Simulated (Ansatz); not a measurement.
**Band-structure calculation, with input and output: SnTe**

The run: band-structure calculation of SnTe (Fm-3m, 2 atoms in the cell). Method and program: DFT, PBEsol, PAW with Ansatz's default frozen-core files, scalar-relativistic, no spin polarisation (Ansatz 0.2.0).

The structure derives from an entry of the Crystallography Open Database. It belongs to a series of runs on one base structure; here: functional pbesol, PAW files.

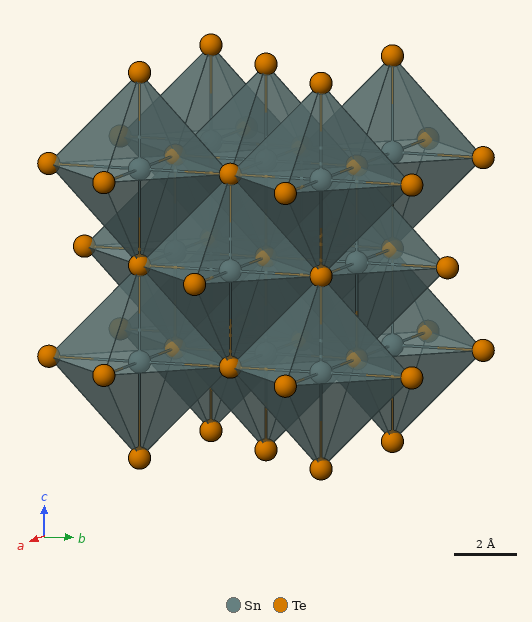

**Figure 1.** The structure as given in the input (polyhedral view of the cell 4 times as large as that of the calculation, set on its symmetry axes, seen slightly off an axis; polyhedra are completed across the faces of the cell). An atom can appear more than once, as a periodic image.

## Summary

| quantity | value |
| --- | --- |
| outcome | converged |
| space group (tolerance 0.01 Å) | Fm-3m (225) |
| electrons treated | 30 |
| free energy | −12851.8488 eV |
| Fermi energy | 9.440 eV |
| pressure | −0.54 GPa |
| field gradient V_zz (10²¹ V/m²) | zero at all sites |
| electronic character | gap of 0.13 eV |
| largest force (length of the vector) | under 0.001 eV/Å |
| hardware | 1 thread of Arm Neoverse V1, 24 GiB of memory available, shared host |
| wall time | 8.8 s |
| peak memory | 0.42 GiB |

## Remarks

Warnings of the run: the field gradients leave out spin–orbit coupling. Spin-orbit coupling is left out, which matters for Te.

## The input
```yaml
crystal:
  lattice:
    - [0.0, 3.1565, 3.1565]
    - [3.1565, 0.0, 3.1565]
    - [3.1565, 3.1565, 0.0]
  atoms:
    - { symbol: Sn, position: [0.0, 0.0, 0.0] }
    - { symbol: Te, position: [0.5, 0.5, 0.5] }
kpoints:
  mp_grid: { grid: [11, 11, 11] }
  band_path:
    path:
      - [0.0, 0.0, 0.0]
      - [0.5, 0.0, 0.5]
      - [0.625, 0.25, 0.625]
      - [0.375, 0.375, 0.75]
      - [0.0, 0.0, 0.0]
      - [0.5, 0.5, 0.5]
      - [0.5, 0.25, 0.75]
      - [0.5, 0.0, 0.5]
    npoints: 5
scf:
  occupations: { method: fermi_dirac, width: 0.08 }
hamiltonian:
  xc: pbesol
  pseudopotentials: { kind: paw }
output:
  forces: true
  stress: true
  eigenvalues: true
  efg: { contact_densities: true }
  write_density: true
  write_potential: true
  elf: true
  volumetric_format: npy
```

Launched with:
```bash
ansatz run input.yaml --threads 1 --pin off --max-ram 2048MiB --backend cpu --events-out ev --progress --plain --runs-dir out
```

## Output
```
Sn, Te: output.efg is read without spin–orbit coupling, which moves field gradients at and beside such atoms by some per cent and up to a factor of two; PAW files take it under magnetization.noncollinear and magnetization.spin_orbit
Engine: ansatz 0.2.0, aarch64-unknown-linux-gnu
Pseudopotentials: kind: paw
Pseudopotential: Sn, paw, valence charge 14, recommended cutoff 420 eV (normal), Sn.paw.azcp
Pseudopotential: Te, paw, valence charge 16, recommended cutoff 420 eV (normal), Te.paw.azcp
Functional definition: PBEsol
  exchange = pbesol_x
  correlation = pbesol_c
Crystal: 2 atoms, lattice volume = 62.900 Å³
Basis set: ecut = 420 eV, 1243 PW (Γ), exchange–correlation on 60×60×60 points (8 copies of the dense FFT grid, shifted against one another)
Bands: 19, of which v1, the nominal top of the filled ones, is band 15 counted from 1 (14 counted from 0)
Symmetry: 48 space group operations
Space group: Fm-3m (ITA 225), of the structure as read, at distance tolerance 4.0e-5 Å
k-points: 56 of 1331
Non-local potential: Sn, projectors of the file, l = 0: 2, l = 1: 2, l = 2: 2, l = 3: 2
Non-local potential: Te, projectors of the file, l = 0: 2, l = 1: 2, l = 2: 2, l = 3: 2
PAW form: soft (Blöchl's): semilocal exchange-correlation on the pseudo side does not see the compensation charge
PAW frozen core: Sn, regenerated for the run's functional, and the local potential with it (the file was generated under x = pbe(κ = 0.804, μ = 0.2195149727645171), c = pbe(β = 0.06672455060314922))
PAW frozen core: Te, regenerated for the run's functional, and the local potential with it (the file was generated under x = pbe(κ = 0.804, μ = 0.2195149727645171), c = pbe(β = 0.06672455060314922))
PAW one-centre angular grid: Sn, 590 points (default); XC on 64 Gauss nodes
PAW one-centre angular grid: Te, 590 points (default); XC on 64 Gauss nodes
Initial density: superposition of atomic densities (neutral atoms: chi_scale 0, normalization atom), corrected by the library's trained network
Initial wavefunctions: pseudopotential atomic-orbital guess
Functional: x = pbesol(κ = 0.804, μ = 0.12345679012345678), c = pbesol(β = 0.046)
SCF iter   1: F=—  HF=-12851.851889 eV  |F-HF|=—  |Δ(HF+E_count)|=         —  Δρ=2.24e-3  dr2=2.49e-3  ethr=1.77e-3  ⟨swp⟩=6.0  Hψ=5446  notcnv=0
preconditioner: auto → none  [insulator: Δε(μ)=0.431 eV  Ē_g=8.612 eV  σ=0.080 eV  W_gap=0.86  n_scr=14 (ndim 8)  ℏωp=14.8 eV  f_vac=0.009  D(μ)=0.06/eV (n_scr^D=0)  ε∞_Penn≈4.0]
SCF iter   2: F=—  HF=-12851.848855 eV  |F-HF|=—  |Δ(HF+E_count)|=   3.03e-3  Δρ=8.14e-4  dr2=3.37e-4  ethr=8.31e-6  ⟨swp⟩=2.0  Hψ=2085  notcnv=0
SCF iter   3: F=—  HF=-12851.848835 eV  |F-HF|=—  |Δ(HF+E_count)|=   2.01e-5  Δρ=1.76e-4  dr2=1.86e-5  ethr=1.12e-6  ⟨swp⟩=2.0  Hψ=1904  notcnv=0
SCF iter   4: F=—  HF=-12851.848835 eV  |F-HF|=—  |Δ(HF+E_count)|=   6.12e-7  Δρ=1.10e-4  dr2=7.96e-6  ethr=6.20e-8  ⟨swp⟩=2.0  Hψ=1912  notcnv=0
SCF iter   5: F=—  HF=-12851.848830 eV  |F-HF|=—  |Δ(HF+E_count)|=   5.01e-6  Δρ=4.28e-5  dr2=1.11e-6  ethr=2.65e-8  ⟨swp⟩=2.0  Hψ=1901  notcnv=0
SCF iter   6: F=-12851.848829 eV  HF=-12851.848830 eV  |F-HF|=2.92e-8  |Δ(HF+E_count)|=   8.76e-7  Δρ=5.82e-6  dr2=2.05e-8  ethr=3.33e-10  ⟨swp⟩=8.2  Hψ=8273  notcnv=0
SCF 1 converged in 6 iterations: F = -12851.848829 eV  dr2 = 2.05e-8
  greatest PAW one-centre occupation: 0.998 electrons in one spin orbital (limit 2), on the Te atom at site 1 (counted from 0), in its partial waves of l = 2
```

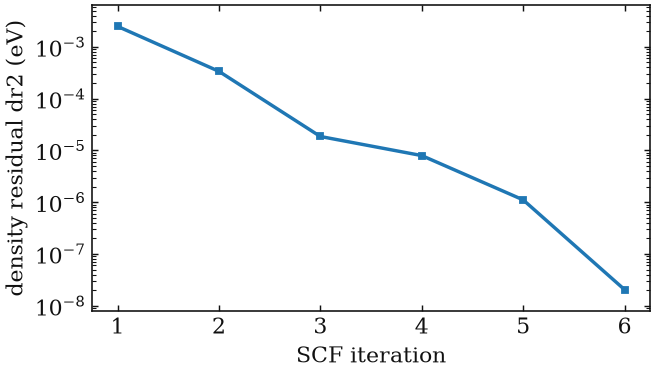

**Figure 2.** Convergence of the self-consistent field: density residual dr2 against the SCF iteration. The residual falls at every step.

```
NSCF: frozen V_eff on 36 k-points
SCF converged after 6 iterations
Free energy (F): -12851.848829 eV
Harris-Foulkes:  -12851.848830 eV  (|F-HF|=2.92e-8)
Internal energy: -12851.847120 eV  (E = F + TS)
E sigma→0 (E₀):  -12851.847975 eV
Entropy (-TS):   -0.001710 eV (-0.855 meV/atom)
Fermi energy:    9.439850 eV
--- Per-component energies (eV) ---
  E_band       = -358.711744
  E_kinetic    = 366.618748
  E_local      = -2164.966131  (includes V_loc(G=0)·N_el)
  E_nonlocal   = -338.835855
  E_hartree    = 1355.096428
  E_xc         = -503.464982
  E_vxc        = -201.835930  (∫ρ·V_xc dr)
  E_paw        = -8646.700789  (= ΣΔE_a)
  E_vpaw       = -729.895537  (= ΣTr[D̂ρ^β])
  E_aug_tail   = -0.000174  (compensation charges beyond the density's cutoff)
  E_ewald      = -2920.254022
  E_core_change = 0.659655  (= ΣΔE_core)
  E_smearing   = -0.001710  (= −TS)
  E_closure    = 0.000000  (closes the sum)
  Σ components = -12851.848829   (vs F -12851.848829, Δ=0.00e0)
--- Forces (eV/Å), atoms counted from 1 ---
  atom   1  Sn    -0.00000000     0.00000000    -0.00000000
  atom   2  Te     0.00000000    -0.00000000     0.00000000
  max |Σ_I F_I| component: 3.10e-29 eV/Å
--- Stress (GPa, compression-positive) ---
       -0.536735       0.000000       0.000000
        0.000000      -0.536735       0.000000
        0.000000       0.000000      -0.536735
  P = ⅓ Tr σ = -0.5367 GPa (-5.367 kbar)
--- PAW observables at the nuclei: V_zz in 10²¹ V/m², potentials from the cell's mean, atoms counted from 1 ---
  atom   1  Sn V_zz =    +0.000000   η = 0.0000   by run symmetry: forbidden
            electrostatic potential = -8172.108119 V   contact ρ = 1234687.300381 e/Å³
  atom   2  Te V_zz =    -0.000000   η = 0.0000   by run symmetry: forbidden
            electrostatic potential = -8648.302613 V   contact ρ = 1466663.629921 e/Å³
--- Band table (eV; the first three rows and the last of 56) ---
  k-point 0: bands = ["-27.5446", "-27.5446", "-27.5402", "-27.5402", "-27.5402", "-12.3556", "-12.3556", "-12.3495", "-12.3495", "-12.3495", "-3.3344", "4.7110", "7.3327", "7.3327", "7.3327", "12.7718", "12.7718", "12.7718", "14.1986"]
  k-point 1: bands = ["-27.5446", "-27.5446", "-27.5401", "-27.5401", "-27.5401", "-12.3560", "-12.3560", "-12.3494", "-12.3491", "-12.3491", "-3.2649", "4.3145", "7.3442", "7.3442", "7.6167", "12.3778", "12.3778", "12.3866", "14.1216"]
  k-point 2: bands = ["-27.5445", "-27.5445", "-27.5401", "-27.5400", "-27.5400", "-12.3571", "-12.3571", "-12.3491", "-12.3477", "-12.3477", "-3.0627", "3.4690", "7.3838", "7.3838", "8.1330", "11.6007", "11.6007", "11.6268", "14.1947"]
  k-point 55: bands = ["-27.5447", "-27.5442", "-27.5398", "-27.5396", "-27.5389", "-12.3680", "-12.3563", "-12.3472", "-12.3452", "-12.3391", "-1.6975", "2.0312", "4.5470", "4.9355", "8.4647", "10.4188", "13.7292", "14.3171", "15.0193"]
```

## File rho_z.tsv
```
# z_ang	rho[e/angstrom^3]
# format = ansatz-planar-average/11
# lattice	0.000000000	3.156500000	3.156500000
# lattice	3.156500000	0.000000000	3.156500000
# lattice	3.156500000	3.156500000	0.000000000
# sites	2
# site	50	0.000000000	0.000000000	0.000000000
# site	52	3.156500000	3.156500000	3.156500000
0.000000	7.760361e-1
0.148799	7.349487e-1
0.297598	6.286742e-1
0.446397	4.963841e-1
0.595195	3.761904e-1
0.743994	2.889787e-1
0.892793	2.379371e-1
1.041592	2.166515e-1
1.190391	2.172914e-1
1.339190	2.422214e-1
1.487988	3.063533e-1
1.636787	4.200870e-1
1.785586	5.725497e-1
1.934385	7.304614e-1
2.083184	8.501194e-1
2.231983	8.948012e-1
2.380781	8.501194e-1
2.529580	7.304614e-1
2.678379	5.725497e-1
2.827178	4.200870e-1
2.975977	3.063533e-1
3.124776	2.422214e-1
3.273574	2.172914e-1
3.422373	2.166515e-1
3.571172	2.379371e-1
3.719971	2.889787e-1
3.868770	3.761904e-1
4.017569	4.963841e-1
4.166367	6.286742e-1
4.315166	7.349487e-1
```

## File v_z.tsv
```
# z_ang	v_es[eV]	v_tot[eV]
# format = ansatz-planar-average/11
# xc	pbesol
# density_cutoff_ev	1680
# datasets	Sn=:simpson_from_first_knot:soft:shift=-491537	Te=:simpson_from_first_knot:soft:shift=-1325009
# lattice	0.000000000	3.156500000	3.156500000
# lattice	3.156500000	0.000000000	3.156500000
# lattice	3.156500000	3.156500000	0.000000000
# sites	2
# site	50	0.000000000	0.000000000	0.000000000
# site	52	3.156500000	3.156500000	3.156500000
0.000000	9.115234e0	-1.584849e0
0.148799	8.943535e0	-1.678115e0
0.297598	8.490531e0	-1.914226e0
0.446397	7.920245e0	-2.176060e0
0.595195	7.428336e0	-2.331940e0
0.743994	7.165272e0	-2.295212e0
0.892793	7.116560e0	-2.131850e0
1.041592	7.093745e0	-2.062998e0
1.190391	7.023309e0	-2.152855e0
1.339190	6.996431e0	-2.278015e0
1.487988	7.175078e0	-2.258480e0
1.636787	7.697079e0	-1.928215e0
1.785586	8.518459e0	-1.285157e0
1.934385	9.432124e0	-5.051927e-1
2.083184	1.015401e1	1.389300e-1
2.231983	1.042894e1	3.896009e-1
2.380781	1.015401e1	1.389300e-1
2.529580	9.432124e0	-5.051927e-1
2.678379	8.518459e0	-1.285157e0
2.827178	7.697079e0	-1.928215e0
2.975977	7.175078e0	-2.258480e0
3.124776	6.996431e0	-2.278015e0
3.273574	7.023309e0	-2.152855e0
3.422373	7.093745e0	-2.062998e0
3.571172	7.116560e0	-2.131850e0
3.719971	7.165272e0	-2.295212e0
3.868770	7.428336e0	-2.331940e0
4.017569	7.920245e0	-2.176060e0
4.166367	8.490531e0	-1.914226e0
4.315166	8.943535e0	-1.678115e0
```

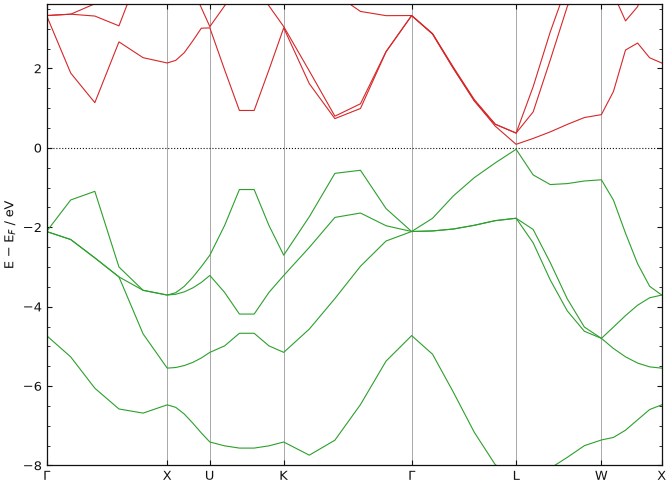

**Figure 3.** Band structure along Γ–X–U–K–Γ–L–W–X, with energies from the Fermi level. There is a gap of 0.13 eV on this path, direct, at L.

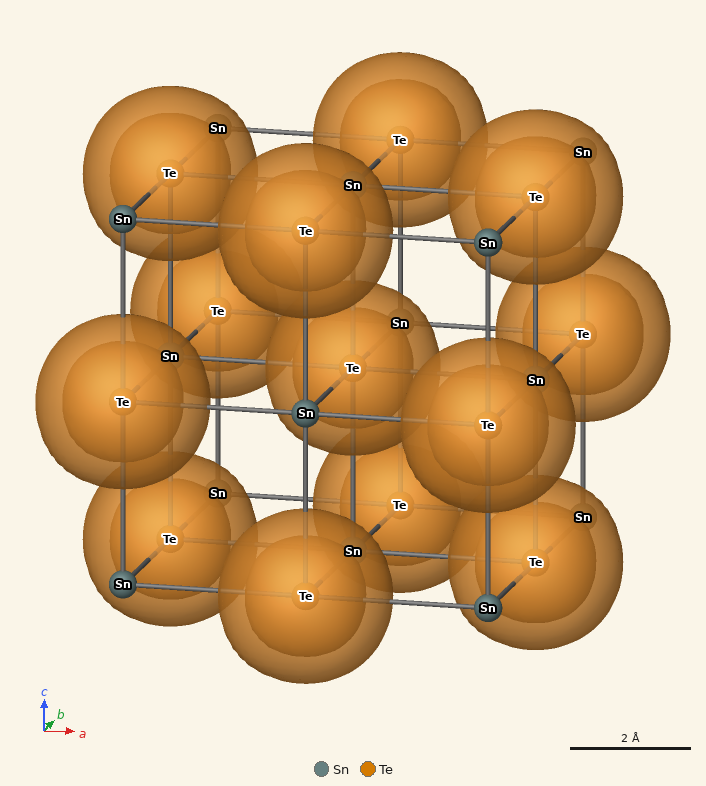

**Figure 4.** Isosurface of the ELF at 0.55 (orange), seen slightly off an axis. Core shells and regions of very low density are left out. Sticks mark near contacts. The outline is the cell set on symmetry axes. Along the contacts the grid gives the following. Sn–Te (3.16 Å): the ELF peaks at about 0.65 in the valence shell of Te, 1.3 Å from its nucleus, and drops to about 0.35 between the two atoms. The fields are those of the smooth PAW valence density.

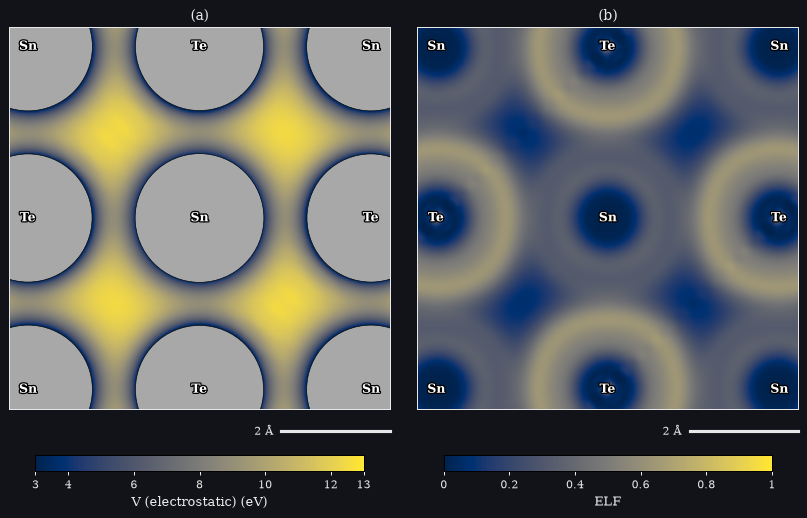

**Figure 5.** (a) electrostatic potential energy of an electron; (b) electron localisation function on the (100) plane of the conventional cell. Grey discs, where drawn, cover atomic cores. The section cuts through Sn and Te sites. Sn–Te (3.16 Å): the ELF peaks at about 0.65 in the valence shell of Te, 1.3 Å from its nucleus, and drops to about 0.35 between the two atoms. Outside the cores the potential energy rises away from the atoms and is highest about 2.1 Å from the nearest atoms; outside the discs it spans about 9 eV, and its zero is arbitrary.
